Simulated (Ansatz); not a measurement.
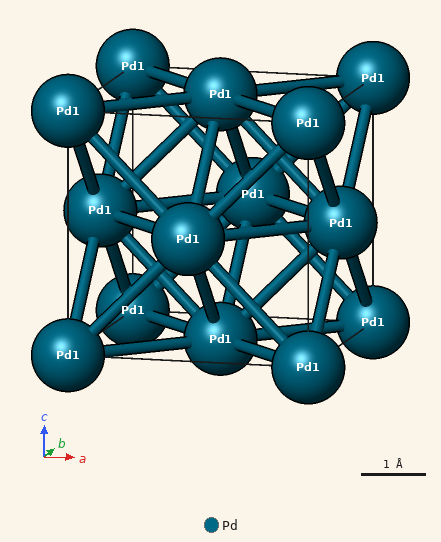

The structure as given in the input (ball-and-stick view of the cell 4 times as large as that of the calculation, set on its symmetry axes, seen slightly off an axis; atoms are numbered from 1 in the order of the input). An atom can appear more than once, as a periodic image.

**Pd: a failed or faulty run and its cure**

System: Pd (Fm-3m, 1 atom in the cell).
Method of run 1: DFT, PBE, plane waves, PAW, no spin polarisation (Ansatz 0.2.0).

The structure derives from an entry of the Crystallography Open Database. Some settings of this run were made unusual or wrong on purpose. Text and figures count atoms from 1; the logs count them from 0 in places.

**The input, run 1**
```yaml
crystal:
  lattice:
    - [0.0, 1.95, 1.95]
    - [1.95, 0.0, 1.95]
    - [1.95, 1.95, 0.0]
  atoms:
    - { symbol: Pd, position: [0.0, 0.0, 0.0] }
hamiltonian:
  xc: pbe
  pseudopotentials: { kind: paw }
basis:
  ecutwfc: 420
kpoints:
  mp_grid: { grid: [10, 10, 10] }
scf:
  occupations: { method: cold, width: 0.1 }
  lower_state_search: "off"
  algorithm: direct_min
output:
  forces: true
  stress: true
```

Command:
```bash
ansatz run input.yaml --threads 2 --pin off --max-ram 5120MiB --backend cpu --events-out ev --progress --plain --runs-dir out
```

Hardware: 2 threads of Arm Neoverse V2, 24 GiB of memory available, shared host.

**Output, shortened to warnings, some set-up lines, iterations and results (run 1)**
```
Basis set: ecut = 420 eV, 283 PW (Γ), exchange–correlation on 40×40×40 points (8 copies of the dense FFT grid, shifted against one another)
Symmetry: 48 space group operations
k-points: 47 of 1000
Initial density: superposition of atomic densities (neutral atoms: chi_scale 0, normalization atom), corrected by the library's trained network
[...]
SCF iter   1: F=—  HF=-6972.858182 eV  |F-HF|=—  |Δ(HF+E_count)|=         —  Δρ=4.07e-3  dr2=1.84e-3  ethr=1.77e-3  ⟨swp⟩=7.7  Hψ=2717  notcnv=0
SCF iter   2: F=—  HF=-6972.858248 eV  |F-HF|=—  |Δ(HF+E_count)|=   6.59e-5  Δρ=1.38e-3  dr2=2.03e-4  ethr=1.02e-5  ⟨swp⟩=3.0  Hψ=1355  notcnv=0
SCF iter   3: F=—  HF=-6972.858183 eV  |F-HF|=—  |Δ(HF+E_count)|=   6.47e-5  Δρ=1.21e-4  dr2=1.00e-6  ethr=7.41e-9  ⟨swp⟩=3.4  Hψ=2411  notcnv=0
SCF iter   4: F=—  HF=-6972.858183 eV  |F-HF|=—  |Δ(HF+E_count)|=   4.55e-7  Δρ=6.34e-6  dr2=2.24e-9  ethr=5.55e-9  ⟨swp⟩=2.0  Hψ=1045  notcnv=0
SCF iter   5: F=—  HF=-6972.852713 eV  |F-HF|=—  |Δ(HF+E_count)|=         —  Δρ=1.28e-4  dr2=1.54e-6  ethr=1.25e-11  ⟨swp⟩=3.0  Hψ=1288  notcnv=0
SCF iter   6: F=—  HF=-6972.852713 eV  |F-HF|=—  |Δ(HF+E_count)|=   3.18e-7  S|Δr|=    0.00e0  Δρ=6.00e-5  dr2=3.11e-7  ethr=1.25e-11  ⟨swp⟩=4.9  Hψ=1995  notcnv=0
SCF iter   7: F=-6972.852712 eV  HF=-6972.852712 eV  |F-HF|=1.56e-9  |Δ(HF+E_count)|=   8.43e-8  S|Δr|=    0.00e0  Δρ=2.66e-5  dr2=2.39e-8  ethr=1.25e-11  ⟨swp⟩=4.0  Hψ=1726  …
SCF 1 converged in 7 iterations: F = -6972.852712 eV  dr2 = 2.39e-8
  Residual-converged pass: ⟨swp⟩=1.9  Hψ=686  notcnv=0  max |occ|·‖R‖ = 6.6e-6 eV (tolerance 6.7e-6 eV)  dr2=2.39e-8  dr2_onsite=2.25e-9  max |Δocc| = 1.2e-12
SCF converged after 7 iterations
Stability not checked: this state was not tested for a lower state beside it, because cold or Methfessel-Paxton smearing, or corrected tetrahedra, fill the levels in a way that the test cannot read (fill_not_monotonic; see scf.lower_state_search)
Free energy (F): -6972.852712 eV
Harris-Foulkes:  -6972.852712 eV  (|F-HF|=1.56e-9)
Internal energy: -6972.856565 eV  (E = F + TS)
E sigma→0 (E₀):  -6972.853997 eV
Entropy (-TS):   0.003852 eV (3.852 meV/atom)
Fermi energy:    19.672086 eV
--- Per-component energies (eV) ---
  E_band       = -138.559704
  E_kinetic    = 513.914720
  E_local      = -1756.564454  (includes V_loc(G=0)·N_el)
  E_nonlocal   = 217.133522
  E_hartree    = 714.101529
  E_xc         = -168.835751
  E_vxc        = -211.849377  (∫ρ·V_xc dr)
  E_paw        = -3750.221013  (= ΣΔE_a)
  E_vpaw       = -329.399259  (= ΣTr[D̂ρ^β])
  E_aug_tail   = 0.000247  (compensation charges beyond the density's cutoff)
  E_ewald      = -2742.385366
  E_smearing   = 0.003852  (= −TS)
  E_closure    = -0.000000  (closes the sum)
  Σ components = -6972.852712   (vs F -6972.852712, Δ=0.00e0)
--- Forces (eV/Å), atoms counted from 1 ---
  atom   1  Pd    -0.00000000     0.00000000     0.00000000
  max |Σ_I F_I| component: 2.14e-31 eV/Å
--- Stress (GPa, compression-positive) ---
        5.672509      -0.000000      -0.000000
        0.000000       5.672509       0.000000
        0.000000       0.000000       5.672509
  P = ⅓ Tr σ = 5.6725 GPa (56.725 kbar)
```

### What should be changed in this input?

Some settings of this run were drawn to be unusual or wrong. It converged; results that depend on the unusual settings are not reference values.

A run of the same system that converges differs from this input as follows (lines with − go, lines with + come):
```diff
-  occupations: { method: cold, width: 0.1 }
+  occupations: { method: cold, width: 0.3 }
-  algorithm: direct_min
+  max_iter: 70
```

**Output, shortened to warnings, some set-up lines, iterations and results (run 2)**
```
Basis set: ecut = 420 eV, 283 PW (Γ), exchange–correlation on 40×40×40 points (8 copies of the dense FFT grid, shifted against one another)
Symmetry: 48 space group operations
k-points: 47 of 1000
Initial density: superposition of atomic densities (neutral atoms: chi_scale 0, normalization atom), corrected by the library's trained network
[...]
SCF iter   1: F=—  HF=-6972.847194 eV  |F-HF|=—  |Δ(HF+E_count)|=         —  Δρ=4.04e-3  dr2=1.56e-3  ethr=1.77e-3  ⟨swp⟩=4.9  Hψ=3040  notcnv=0
SCF iter   2: F=—  HF=-6972.847325 eV  |F-HF|=—  |Δ(HF+E_count)|=   1.31e-4  S|Δr|=    0.00e0  Δρ=1.80e-3  dr2=2.03e-4  ethr=8.64e-6  ⟨swp⟩=2.0  Hψ=1114  notcnv=0
SCF iter   3: F=—  HF=-6972.847405 eV  |F-HF|=—  |Δ(HF+E_count)|=   8.00e-5  S|Δr|=    0.00e0  Δρ=4.34e-4  dr2=1.39e-5  ethr=1.13e-6  ⟨swp⟩=1.4  Hψ=707  notcnv=0
SCF iter   4: F=—  HF=-6972.847414 eV  |F-HF|=—  |Δ(HF+E_count)|=   8.37e-6  S|Δr|=    0.00e0  Δρ=4.78e-5  dr2=1.67e-7  ethr=7.70e-8  ⟨swp⟩=2.4  Hψ=839  notcnv=0
SCF iter   5: F=-6972.847414 eV  HF=-6972.847414 eV  |F-HF|=5.98e-10  |Δ(HF+E_count)|=   5.90e-8  S|Δr|=    0.00e0  Δρ=4.55e-6  dr2=8.84e-10  ethr=5.56e-10  ⟨swp⟩=4.0  …
SCF 1 converged in 5 iterations: F = -6972.847414 eV  dr2 = 8.84e-10
SCF converged after 5 iterations
Stability not checked: this state was not tested for a lower state beside it, because cold or Methfessel-Paxton smearing, or corrected tetrahedra, fill the levels in a way that the test cannot read (fill_not_monotonic; see scf.lower_state_search)
Free energy (F): -6972.847414 eV
Harris-Foulkes:  -6972.847414 eV  (|F-HF|=5.98e-10)
Internal energy: -6972.853813 eV  (E = F + TS)
E sigma→0 (E₀):  -6972.849547 eV
Entropy (-TS):   0.006399 eV (6.399 meV/atom)
Fermi energy:    19.709506 eV
--- Per-component energies (eV) ---
  E_band       = -138.611263
  E_kinetic    = 513.891902
  E_local      = -1756.484398  (includes V_loc(G=0)·N_el)
  E_nonlocal   = 217.126226
  E_hartree    = 714.043075
  E_xc         = -168.833754
  E_vxc        = -211.846861  (∫ρ·V_xc dr)
  E_paw        = -3750.211746  (= ΣΔE_a)
  E_vpaw       = -329.383579  (= ΣTr[D̂ρ^β])
  E_aug_tail   = 0.000247  (compensation charges beyond the density's cutoff)
  E_ewald      = -2742.385366
  E_smearing   = 0.006399  (= −TS)
  E_closure    = 0.000000  (closes the sum)
  Σ components = -6972.847414   (vs F -6972.847414, Δ=0.00e0)
--- Forces (eV/Å), atoms counted from 1 ---
  atom   1  Pd    -0.00000000    -0.00000000     0.00000000
  max |Σ_I F_I| component: 1.11e-31 eV/Å
--- Stress (GPa, compression-positive) ---
        5.684518       0.000000       0.000000
        0.000000       5.684518       0.000000
        0.000000      -0.000000       5.684518
  P = ⅓ Tr σ = 5.6845 GPa (56.845 kbar)
```

**The two runs side by side**

| quantity | run 1 | run 2 |
| --- | --- | --- |
| outcome | converged | converged |
| free energy per atom (eV) | −6972.8527 | −6972.8474 |
| energy per atom, smearing taken to zero (eV) | −6972.8540 | −6972.8495 |
| pressure (GPa) | 5.67 | 5.68 |
| largest force (eV/Å) | 0.000 | 0.000 |
| SCF iterations | – | 5 |
| irreducible k-points | 47 | 47 |
| plane waves at Γ | 283 | 283 |

The energy of run 2 (smearing taken to zero) is 4.4 meV per atom higher, which comes mainly from the change of smearing; a solver setting shouldn't move a converged energy.

Notes on run 2: The cell is under a pressure of 5.7 GPa at this level, so it is not at its equilibrium volume.
